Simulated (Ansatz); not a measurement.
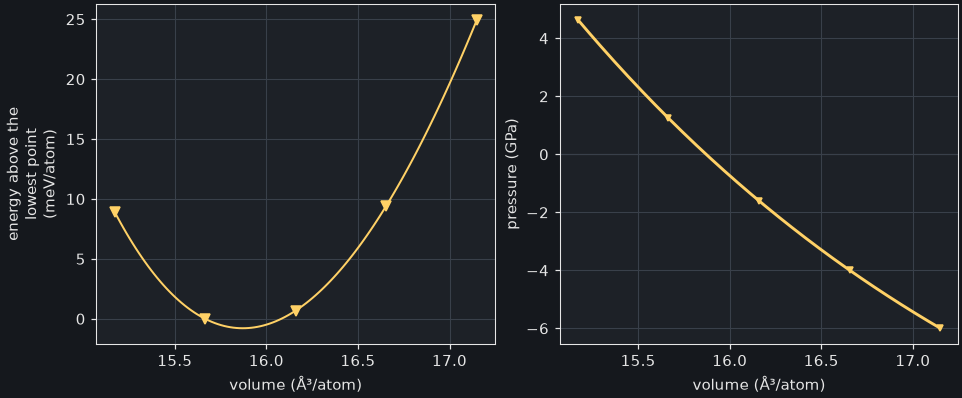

**Figure.** Energy above the lowest point and pressure against volume for Al, space group Fm-3m (No. 225) (one of a set of cubic test structures, which need not be the stable phase).

A third-order Birch–Murnaghan fit gives V0 = 15.87 Å³/atom, B0 = 92.7 GPa and B′ = 4.6. The energy above the lowest point is 8.9 meV/atom at volume 15.17 Å³/atom and 25.0 meV/atom at 17.15 Å³/atom; the lowest computed point is at volume 15.67 Å³/atom (0.0 meV/atom). The pressure falls from 4.6 GPa at volume 15.17 Å³/atom to −6.0 GPa at 17.15 Å³/atom, and changes sign near 15.88 Å³/atom.

Method: equation of state of a cubic crystal from periodic Kohn-Sham density functional theory without spin, third-order Birch-Murnaghan fit to the free energies; pressure corrected for the finite basis (Ansatz 0.2.0 development build). Level: r2SCAN.

structure type fcc; atoms in cell 1; space group number 225; lattice centring face-centred primitive; k mesh 14×14×14; occupation method Fermi–Dirac; occupation width 0.1 eV; wave cutoff 500 eV; datasets soft-1 PAW; density tolerance 1e−07 eV; bands 6; density cutoff ratio 4; search for lower states default.

Keep in mind: modest k-mesh, values are not fully converged in k.
